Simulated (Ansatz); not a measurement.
A series of calculations on Ga2O3

## 1. Relaxation

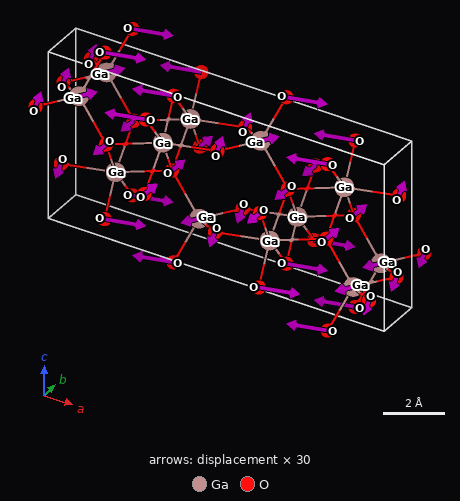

A relaxation of solid Ga₂O₃ (set up in C2/m). The starting structure is drawn; purple arrows show the displacements (the part carried along by the change of the cell is left out), magnified 30 times.

The picture is a ball-and-stick view of the conventional cell (2 times the calculation's cell), seen slightly off an axis. Lengths and directions refer to the drawn axes.

Case: volume × 0.94, shape and atoms relaxed.

Level of theory: DFT r2SCAN, scalar-relativistic, plane waves, PAW in Ansatz 0.2.0. Set-up: plane-wave cutoff 500 eV; k-point mesh 8 × 8 × 4; occupations gaussian; smearing width 0.02 eV; no spin polarisation; cell relaxed at fixed volume; force threshold 0.01 eV/Å; at most 30 steps.

> What happened in the run?

The largest moves relative to the cell, 0.050 Å, are those of O atoms. Largest moves by element: O 0.050 Å, Ga 0.025 Å. The drawn cell changes at constant volume: a 11.960 → 11.892 Å (−0.6 %), b 2.981 → 2.987 Å (+0.2 %), c 5.703 → 5.727 Å (+0.4 %). Some distances before and after: Ga–O 1.912 → 1.922 Å, Ga–O 1.808 → 1.816 Å, Ga–O 2.030 → 2.024 Å, Ga–O 1.971 → 1.976 Å. Among the angles between lasting bonds that change: Ga–O–Ga 114.0° → 111.8°. The space group stays C2/m (No. 12). Over 4 accepted moves (6 points after the start) the energy falls by 1.2 meV per atom. The largest force component goes from 0.2 to 0.0036 eV/Å. Pressure: 13.84 GPa at the start and 12.48 GPa at the end. The line search rejected the trial step at point 3 of the run. At 1 point the geometry stayed and the basis and grid were re-selected for the new cell (energy shift of less than 0.05 meV per atom at most each time).

## 2. Relaxation

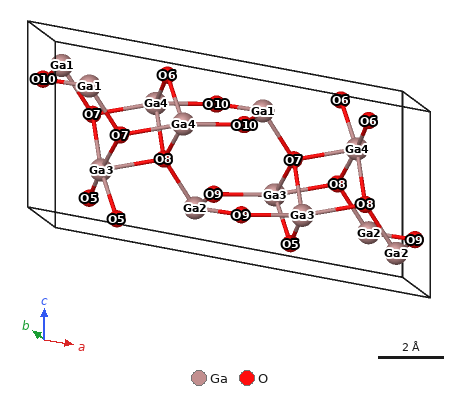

Starting structure of solid Ga2O3 (set up in C2/m). A ball-and-stick model of the conventional cell (2 times the calculation's cell), seen slightly off an axis. Lengths and directions refer to the drawn axes.

Case: volume × 1.03, shape and atoms relaxed.

Computed with DFT r2SCAN, scalar-relativistic, plane waves, PAW in Ansatz.

Input
```yaml
crystal:
  lattice:
    - [6.1885172404, -1.5345764101, 0.0025570392]
    - [6.1885172404, 1.5345764101, 0.0025570392]
    - [-1.4021319837, 0.0, 5.6958223614]
  atoms:
    - { symbol: Ga, position: [0.090520973, 0.090520973, 0.7947888374] }
    - { symbol: Ga, position: [0.909479027, 0.909479027, 0.2052111626] }
    - { symbol: Ga, position: [0.6587278755, 0.6587278755, 0.3144766572] }
    - { symbol: Ga, position: [0.3412721245, 0.3412721245, 0.6855233428] }
    - { symbol: O, position: [0.1642143312, 0.1642143312, 0.1091577322] }
    - { symbol: O, position: [0.8357856688, 0.8357856688, 0.8908422678] }
    - { symbol: O, position: [0.1733419984, 0.1733419984, 0.5635248267] }
    - { symbol: O, position: [0.8266580016, 0.8266580016, 0.4364751733] }
    - { symbol: O, position: [0.4962851435, 0.4962851435, 0.2562373616] }
    - { symbol: O, position: [0.5037148565, 0.5037148565, 0.7437626384] }
basis:
  ecutwfc: 500
kpoints:
  mp_grid: { grid: [8, 8, 4] }
hamiltonian:
  xc: r2scan
scf:
  occupations: { method: gaussian, width: 0.02 }
output:
  forces: true
  stress: true
  eigenvalues: true
relax:
  adjacent_minimum: "off"
  f_tol: 0.01
  max_steps: 30
  cell: { stress_tol: 0.1, fix: [volume] }
```

Command:
```bash
ansatz run input.yaml --threads 2 --pin off --max-ram 5120MiB --backend cpu --events-out ev --progress --plain --runs-dir out
```

Predict the outcome.

Answer. Over 4 accepted moves (5 points after the start) the energy falls by 8.3 meV per cell of the calculation. The largest force component goes from 0.16 to 0.0059 eV/Å. Pressure: −5.87 GPa at the start and −5.07 GPa at the end. At 1 point the geometry stayed and the basis and grid were re-selected for the new cell (energy shift of less than 0.05 meV per cell of the calculation at most each time). The largest moves relative to the cell, 0.040 Å, are those of O5 and O6. O6 goes along +a. By element the largest moves are O 0.040 Å, Ga 0.010 Å. The drawn cell changes at constant volume: a 12.377 → 12.416 Å (+0.3 %), b 3.069 → 3.065 Å (−0.1 %), c 5.866 → 5.857 Å (−0.2 %). Among the contacts that change: Ga3–O5 1.962 → 1.954 Å, Ga1–O10 1.856 → 1.849 Å, Ga1–O5 1.852 → 1.848 Å. The space group stays C2/m (No. 12).

## 3. A change

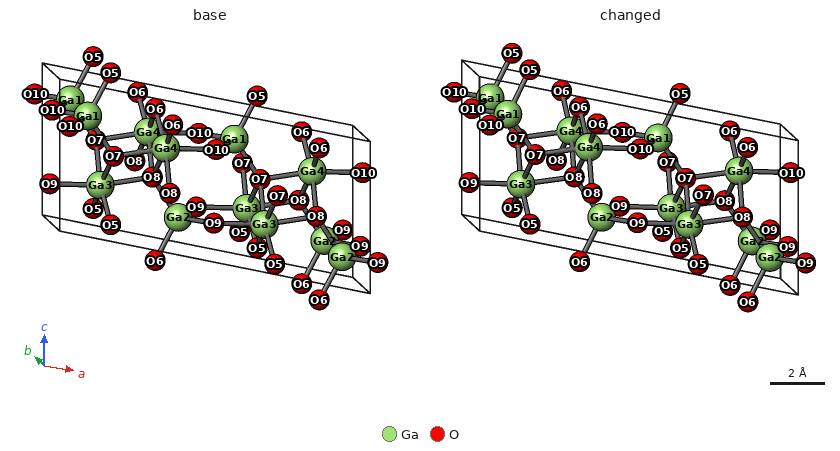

Left: crystalline Ga2O3 (set up in C2/m). Right: the same structure after one change, at the same scale. A ball-and-stick model of the conventional cell (2 times the calculation's cell), seen slightly off an axis. Lengths and directions refer to the drawn axes.

Method: Ansatz 0.2.0, DFT r2SCAN, scalar-relativistic, plane waves, PAW. (plane-wave cutoff 500 eV; k-point mesh 8 × 8 × 4; occupations gaussian; smearing width 0.02 eV; no spin polarisation)

**What was changed?**

The volume is changed by +6.0 %. The cell's shape and the atoms are relaxed at that volume.

**How do the computed properties respond?**

The energy rises by 19.5 meV per atom. Pressure: 0.0 GPa before, −9.4 GPa after. The drawn cell changes as follows: a 12.256 → 12.572 Å (+2.6 %), b 3.039 → 3.090 Å (+1.7 %), c 5.808 → 5.905 Å (+1.7 %); the volume changes by +6.0 %. The largest moves relative to the cell, 0.077 Å, are those of O5 and O6. O5 goes along −a. Largest moves by element: O 0.077 Å, Ga 0.018 Å. Among the bonded contacts that change: Ga–O 2.076 → 2.123 Å, Ga–O 1.941 → 1.965 to 1.985 Å, Ga–O 2.010 → 2.054 Å, Ga–O 1.867 → 1.904 Å. The space group stays C2/m (No. 12).
